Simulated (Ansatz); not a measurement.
## Twisted h-SiC/h-AlN monolayer on bilayer, 46.83° (114 atoms): a short ab initio trajectory

Aim: follow twisted h-SiC/h-AlN monolayer on bilayer, 46.83° (114 atoms) for a short time with forces from DFT, then look at structure and electrons in the last frame.

Method: Kohn-Sham DFT, PBE+D4, PAW (set soft_2), plane waves, in Ansatz 0.2.0.

### Step 1. The structure

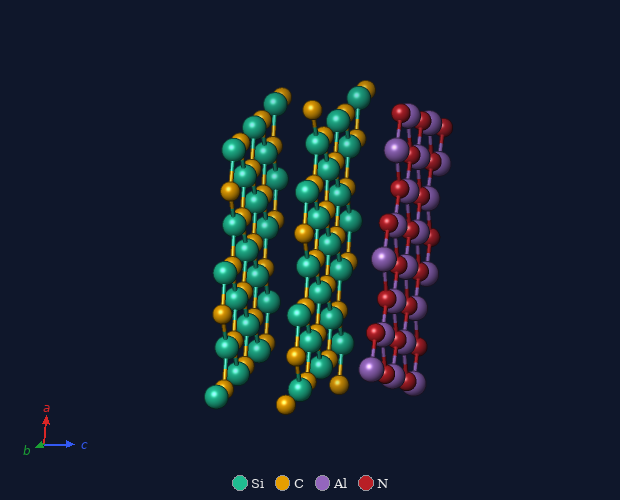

The cell as given, from the side, with the c axis across the page (silicon teal, carbon orange, aluminium purple, nitrogen red). Bonds to atoms that aren't drawn are left out. Some periodic images of atoms are drawn too.

The cell holds 114 atoms: 38 Si, 38 C, 19 Al and 19 N. Its edges and angles: a = 13.578 Å, b = 13.578 Å, c = 18.580 Å, α = 90.0°, β = 90.0°, γ = 120.0°. It derives from SiC and AlN. h-SiC (a = 3.1 Å) under h-AlN (a = 3.13 Å), monolayer on bilayer, commensurate cell of 19 unit cells a layer, twist 46.83 deg, both strained to the mean lattice constant; facing planes 3.19, 3.39 Å apart; 12 Å of vacuum; layers as built, displaced by a Gaussian of 0.01 Å. Regions: layer 1, 38 atoms (19 Si and 19 C); layer 2, 38 atoms (19 Si and 19 C); layer 3, 38 atoms (19 Al and 19 N). Vacuum lies along c.

What the set-up can't give: Only the Γ point is sampled, in a cell whose shortest periodic width is 12 Å.

### Step 2. Dynamics started at 300 K

Without a thermostat the total energy must stay constant, which tests forces and time step. The time step is 1.0 fs.

input.yaml reads:

```yaml
crystal:
  lattice:
    - [13.578, 0.0, 0.0]
    - [-6.789, 11.75889, 0.0]
    - [0.0, 0.0, 18.58]
  atoms:
    - { symbol: Si, position: [0.17627, 0.77215, 0.32384] }
    - { symbol: C, position: [0.1922, 0.64884, 0.32337] }
    - { symbol: Si, position: [0.28126, 0.03567, 0.32338] }
    - { symbol: C, position: [0.29895, 0.91187, 0.32316] }
    [... 104 atom lines left out ...]
    - { symbol: Al, position: [0.07062, 0.5626, 0.67719] }
    - { symbol: "N", position: [0.08738, 0.7023, 0.67701] }
    - { symbol: Al, position: [0.91183, 0.29733, 0.67768] }
    - { symbol: "N", position: [0.92881, 0.43775, 0.67627] }
    - { symbol: Al, position: [0.96478, 0.7187, 0.67717] }
    - { symbol: "N", position: [0.98306, 0.85978, 0.67701] }
kpoints:
  mp_grid: { grid: [1, 1, 1] }
hamiltonian:
  xc: pbe
  dispersion: d4
scf:
  occupations: { method: fermi_dirac, width: 0.05 }
output:
  forces: true
md:
  timestep: 1.0
  n_steps: 83
  ensemble: nve
  temperature: 300
  initial_velocities: maxwell_boltzmann
  seed: 9355
```

Started as:

```
> ansatz run input.yaml --threads 4 --pin off --max-ram 8192MiB --backend cpu --events-out ev --progress --plain --runs-dir out
```

It took 19 min on 4 threads of Arm Neoverse V2, shared host; peak memory 3.4 GiB.

The program notes that the dispersion model switches parameters near this geometry and it switched symmetry off.

Rows from the run:

| time (fs) | T (K) | potential (meV/atom) | conserved (meV/atom) |
| --- | --- | --- | --- |
| 0.0 | 300 | 0.0 | 0.00 |
| 6.0 | 216 | 10.8 | 0.07 |
| 11.0 | 176 | 16.0 | 0.08 |
| 17.0 | 193 | 13.7 | 0.02 |
| 22.0 | 140 | 20.5 | 0.06 |
| 28.0 | 111 | 24.3 | 0.08 |
| 33.0 | 169 | 16.8 | 0.03 |
| 39.0 | 165 | 17.3 | 0.05 |
| 44.0 | 142 | 20.3 | 0.08 |
| 50.0 | 189 | 14.2 | 0.04 |
| 55.0 | 204 | 12.3 | 0.03 |
| 61.0 | 160 | 18.0 | 0.07 |
| 66.0 | 165 | 17.4 | 0.06 |
| 72.0 | 192 | 13.8 | 0.04 |
| 77.0 | 192 | 13.9 | 0.06 |
| 83.0 | 204 | 12.3 | 0.05 |

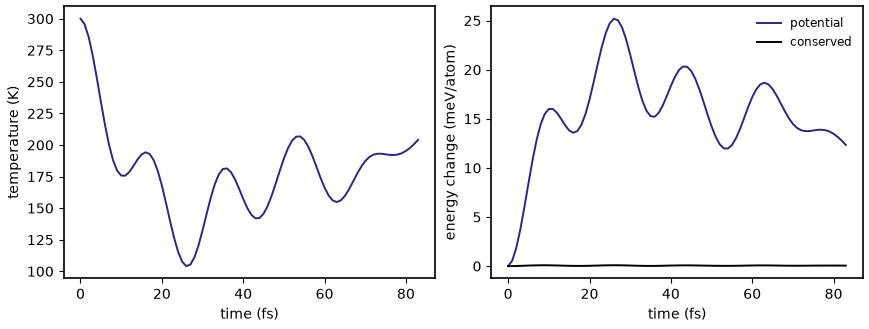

Temperature and energies against time.

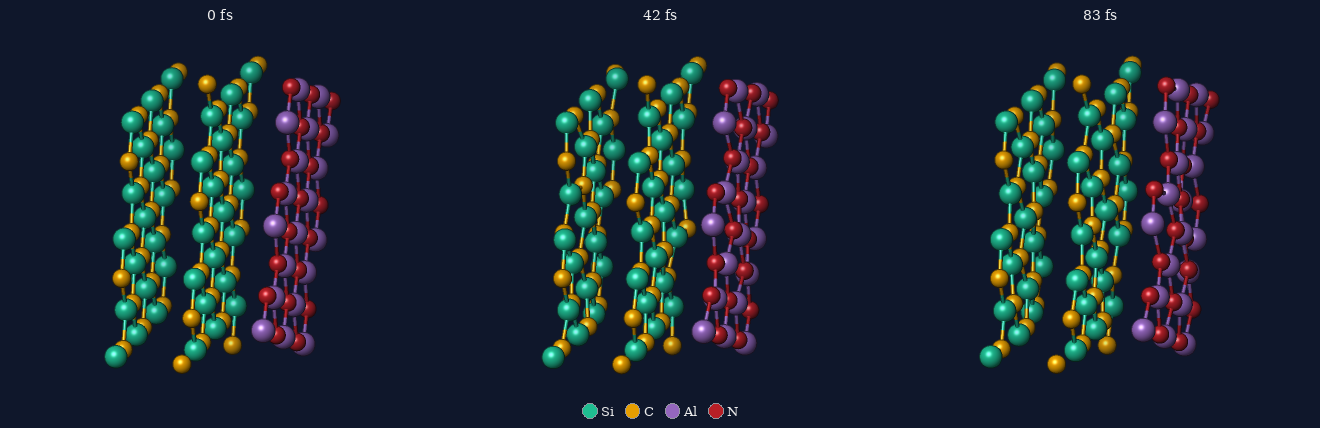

3 frames of the run. Bonds to atoms that aren't drawn are left out.

Mean square displacement from the first frame to the last: Si 0.018 Å², C 0.020 Å², Al 0.026 Å², N 0.044 Å².

Table of mean square displacement by time lag:

| time lag (fs) | Al (Å²) | C (Å²) | N (Å²) | Si (Å²) |
| --- | --- | --- | --- | --- |
| 5 | 4.2e-4 | 9.6e-4 | 7.9e-4 | 3.6e-4 |
| 10 | 0.00151 | 0.00324 | 0.00283 | 0.00130 |
| 15 | 0.00306 | 0.00594 | 0.00563 | 0.00262 |
| 20 | 0.00483 | 0.00816 | 0.00874 | 0.00412 |
| 25 | 0.00660 | 0.00964 | 0.0119 | 0.00567 |
| 30 | 0.00830 | 0.0109 | 0.0152 | 0.00724 |
| 35 | 0.00990 | 0.0126 | 0.0188 | 0.00887 |
| 40 | 0.0114 | 0.0149 | 0.0229 | 0.0105 |

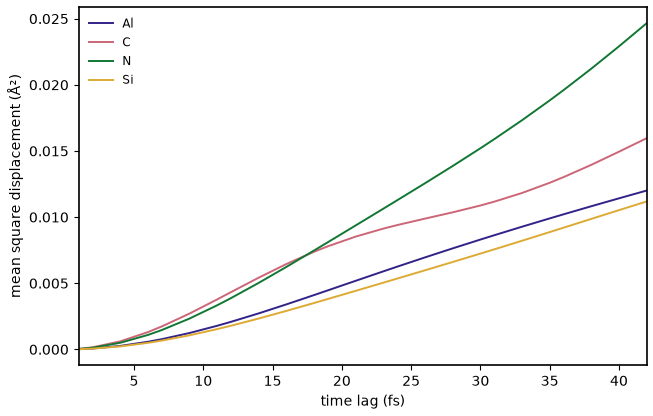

Mean square displacement, plotted against time lag.

Over the second half of 83 fs the temperature averages 180 K, rising from about 162 to 195 K (means over the first and last quarter of that half). The conserved energy stays within 0.09 meV/atom. From first frame to last N has the largest mean square displacement, 0.044 Å² at the end; the farthest move is 0.47 Å. The mean temperature of 180 K lies well off the 300 K of the input: without a thermostat, part of the starting kinetic energy flows into potential energy (about half from a start near a minimum). The run spans 0.08 ps, too short for its means to be equilibrium values.

### Step 3. Local order late in the run

The g(r) is a mean over the second half; what follows it is taken at the last frame.

Mean of 15 frames; normalised to the volume that the atoms fill. g(r), total and by pair (bins of 0.2 Å):

| r (Å) | total | C-C | C-Si | C-Al | C-N | Si-Si | Si-Al |
| --- | --- | --- | --- | --- | --- | --- | --- |
| 1.70 | 2.22 | 0.00 | 6.90 | 0.00 | 0.00 | 0.00 | 0.00 |
| 1.90 | 2.49 | 0.00 | 7.25 | 0.00 | 0.00 | 0.00 | 0.00 |
| 2.10 | 0.00 | 0.00 | 0.00 | 0.00 | 0.00 | 0.00 | 0.00 |
| 2.30 | 0.00 | 0.00 | 0.00 | 0.00 | 0.00 | 0.00 | 0.00 |
| 2.50 | 0.00 | 0.00 | 0.00 | 0.00 | 0.00 | 0.00 | 0.00 |
| 2.70 | 0.00 | 0.00 | 0.00 | 0.00 | 0.00 | 0.00 | 0.00 |
| 2.90 | 0.03 | 0.01 | 0.06 | 0.01 | 0.00 | 0.00 | 0.00 |
| 3.10 | 3.16 | 9.35 | 0.22 | 0.13 | 0.00 | 9.41 | 0.00 |
| 3.30 | 0.21 | 0.09 | 0.37 | 0.27 | 0.08 | 0.03 | 0.08 |
| 3.50 | 1.08 | 0.75 | 2.15 | 0.31 | 0.63 | 0.80 | 0.74 |
| 3.70 | 1.43 | 1.73 | 2.68 | 0.50 | 0.63 | 1.83 | 0.69 |
| 3.90 | 0.49 | 0.83 | 0.44 | 0.49 | 0.64 | 0.71 | 0.49 |
| 4.10 | 0.28 | 0.03 | 0.01 | 0.70 | 0.44 | 0.00 | 0.53 |
| 4.30 | 0.38 | 0.00 | 0.51 | 0.77 | 0.41 | 0.00 | 0.44 |
| 4.50 | 0.53 | 0.00 | 1.34 | 0.52 | 0.48 | 0.03 | 0.53 |
| 4.70 | 1.67 | 0.73 | 4.29 | 0.48 | 0.59 | 0.70 | 0.46 |
| 4.90 | 0.78 | 1.04 | 1.13 | 0.42 | 0.38 | 1.06 | 0.49 |
| 5.10 | 0.23 | 0.18 | 0.03 | 0.37 | 0.45 | 0.17 | 0.43 |
| 5.30 | 0.72 | 1.61 | 0.00 | 0.31 | 0.53 | 1.68 | 0.48 |
| 5.50 | 0.76 | 1.71 | 0.06 | 0.48 | 0.51 | 1.57 | 0.53 |
| 5.70 | 0.74 | 1.66 | 0.83 | 0.35 | 0.37 | 1.79 | 0.38 |
| 5.90 | 0.47 | 0.92 | 0.48 | 0.39 | 0.38 | 0.89 | 0.34 |
| 6.10 | 0.39 | 0.47 | 0.22 | 0.41 | 0.31 | 0.40 | 0.38 |
| 6.30 | 0.99 | 1.89 | 0.81 | 0.43 | 0.41 | 1.97 | 0.33 |
| 6.50 | 0.90 | 0.00 | 2.30 | 0.44 | 0.30 | 0.00 | 0.39 |
| 6.70 | 0.28 | 0.00 | 0.00 | 0.64 | 0.56 | 0.00 | 0.61 |
| 6.90 | 0.38 | 0.00 | 0.40 | 0.70 | 0.63 | 0.00 | 0.66 |
| 7.10 | 0.72 | 0.49 | 1.26 | 0.52 | 0.65 | 0.50 | 0.62 |

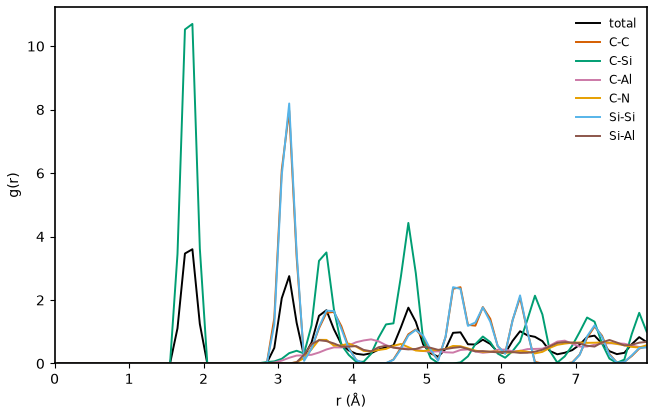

Pair distribution functions, lightly smoothed.

Bonds by pair of elements; cutoffs follow the first minimum of g(r), held within bounds set by covalent radii, and pairs that aren't listed don't count as bonded (cutoffs were set anew for this text, so counts can differ from the run's own analysis):

| pair A-B | cutoff (Å) | bonds | mean length (Å) | spread (Å) | shortest (Å) | B about A | A about B |
| --- | --- | --- | --- | --- | --- | --- | --- |
| C-Si | 2.23 | 114 | 1.80 | 0.027 | 1.73 | 3 | 3 |
| Al-N | 2.27 | 57 | 1.80 | 0.025 | 1.75 | 3 | 3 |

How many atoms have how many bonded neighbours:

| element | mean | 3 |
| --- | --- | --- |
| Al | 3 | 19 |
| C | 3 | 38 |
| N | 3 | 19 |
| Si | 3 | 38 |

Bond angles, per cent of each kind in bins of 5°:

| angle (°) | C-Si-C | Si-C-Si | N-Al-N | Al-N-Al |
| --- | --- | --- | --- | --- |
| 110–115 | 0.0 | 0.9 | 3.5 | 3.5 |
| 115–120 | 52.6 | 52.6 | 43.9 | 59.6 |
| 120–125 | 47.4 | 46.5 | 50.9 | 36.8 |
| 125–130 | 0.0 | 0.0 | 1.8 | 0.0 |

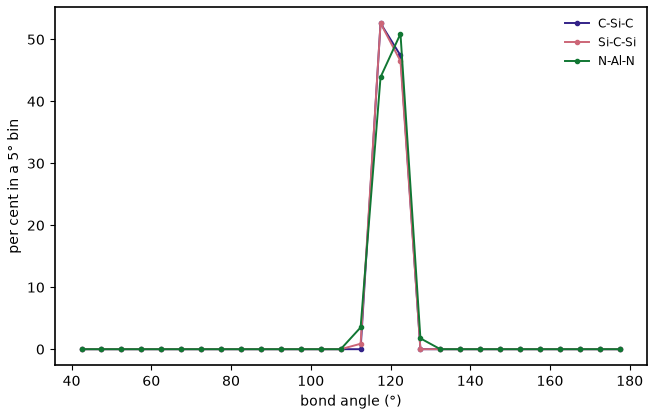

Distributions of the most common bond angles.

Bond angles (no mean is given where the spread exceeds 20°):

| angle | count | mean (°) | spread (°) |
| --- | --- | --- | --- |
| C-Si-C | 114 | 120 | 1.5 |
| Si-C-Si | 114 | 120 | 1.7 |
| N-Al-N | 57 | 120 | 2.5 |
| Al-N-Al | 57 | 120 | 2.3 |

For some of the pairs, g(r) has its first main peak near 3.12 Å (C-C), 1.80 Å (C-Si) and 3.12 Å (Si-Si). Counting bonds as in the table, all Al atoms have 3, all C atoms have 3, all N atoms have 3 and all Si atoms have 3 bonded neighbours. The C-Si-C angle averages 120° with a spread of 1.5°.

### Step 4. Single point at the last frame

The last frame is solved again with fuller output, to read the electronic structure of a thermally displaced geometry.

input.yaml reads:

```yaml
crystal:
  lattice:
    - [13.578, 0.0, 0.0]
    - [-6.789, 11.75889, 0.0]
    - [0.0, 0.0, 18.58]
  atoms:
    - { symbol: Si, position: [0.17339, 0.77268, 0.32093] }
    - { symbol: C, position: [0.19066, 0.64906, 0.32654] }
    - { symbol: Si, position: [0.28207, 0.03653, 0.31494] }
    - { symbol: C, position: [0.29859, 0.91498, 0.31853] }
    [... 104 atom lines left out ...]
    - { symbol: Al, position: [0.07291, 0.56481, 0.68028] }
    - { symbol: "N", position: [0.09076, 0.70767, 0.68555] }
    - { symbol: Al, position: [0.91829, 0.30539, 0.6744] }
    - { symbol: "N", position: [0.92802, 0.44073, 0.67247] }
    - { symbol: Al, position: [0.96377, 0.72325, 0.67741] }
    - { symbol: "N", position: [0.98825, 0.86465, 0.66588] }
kpoints:
  mp_grid: { grid: [1, 1, 1] }
hamiltonian:
  xc: pbe
  dispersion: d4
scf:
  occupations: { method: fermi_dirac, width: 0.05 }
output:
  forces: true
  populations: true
  dos:
    method: { smearing: { sigma: 0.08 } }
    de: 0.1
    projected:
      site_lists:
        Al: [Al]
        C: [C]
        "N": ["N"]
        Si: [Si]
        layer_1: [0, 1, 2, 3, 4, 5, 6, 7, 8, 9, 10, 11, 12, 13, 14, 15, 16, 17, 18, 19, 20, 21, 22, 23, 24, 25, 26, 27, 28, 29, 30, 31, 32, 33, 34, 35, 36, 37]
        layer_2: [38, 39, 40, 41, 42, 43, 44, 45, 46, 47, 48, 49, 50, 51, 52, 53, 54, 55, 56, 57, 58, 59, 60, 61, 62, 63, 64, 65, 66, 67, 68, 69, 70, 71, 72, 73, 74, 75]
        layer_3: [76, 77, 78, 79, 80, 81, 82, 83, 84, 85, 86, 87, 88, 89, 90, 91, 92, 93, 94, 95, 96, 97, 98, 99, 100, 101, 102, 103, 104, 105, 106, 107, 108, 109, 110, 111, 112, 113]
  eigenvalues: true
  write_density: true
  write_potential: true
  volumetric_format: npy
  elf: true
```

It took 49 s on 4 threads; peak memory 3.2 GiB; 3.2 min of CPU time.

The program notes that the exchange-correlation potential is rough where the density is thin.

Numbers from this run:

```
free energy                                      : -51239.7563 eV
free energy per atom                             : -449.4715 eV/atom
SCF cycles                                       : 9
r.m.s. force component                           : 0.5825 eV/Å
longest force                                    : 2.158 eV/Å
Fermi energy                                     : 1.71 eV
gap (highest filled to lowest empty level) : 2.279 eV
spilling of the projection                       : 0.01121
```

Length of the force by element:

| element | coordination | atoms | mean length of the force (eV/Å) | spread | least | most |
| --- | --- | --- | --- | --- | --- | --- |
| Al | all | 19 | 0.828 | 0.448 | 0.251 | 1.85 |
| C | all | 38 | 1.03 | 0.443 | 0.287 | 2.07 |
| N | all | 19 | 0.902 | 0.275 | 0.262 | 1.40 |
| Si | all | 38 | 0.844 | 0.452 | 0.273 | 2.16 |

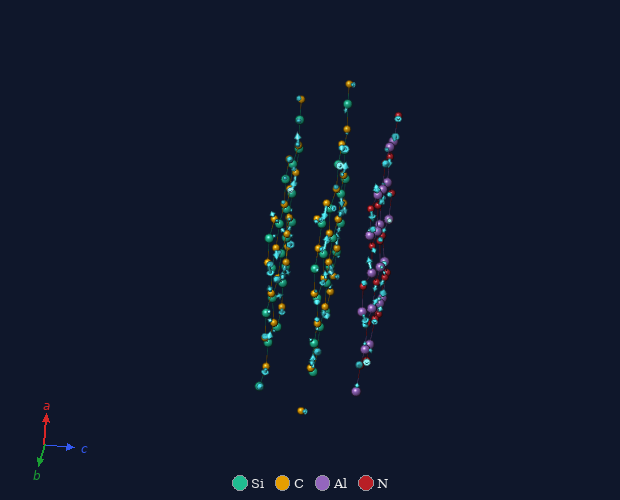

Forces as arrows; the longest in the cell is 2.16 eV/Å. Bonds to atoms that aren't drawn are left out. Some periodic images of atoms are drawn too.

(Continued in part 2 of 2.)

[Logs are printed without paths, hosts, clocks, repeated set-up lines and the standing remarks that a program may print on its own settings, such as how far it seeks lower states.]

[Hosts, paths, dates, database ids (printed as entryN), source tags and the programs' standing remarks are cut or masked in the printed files.]
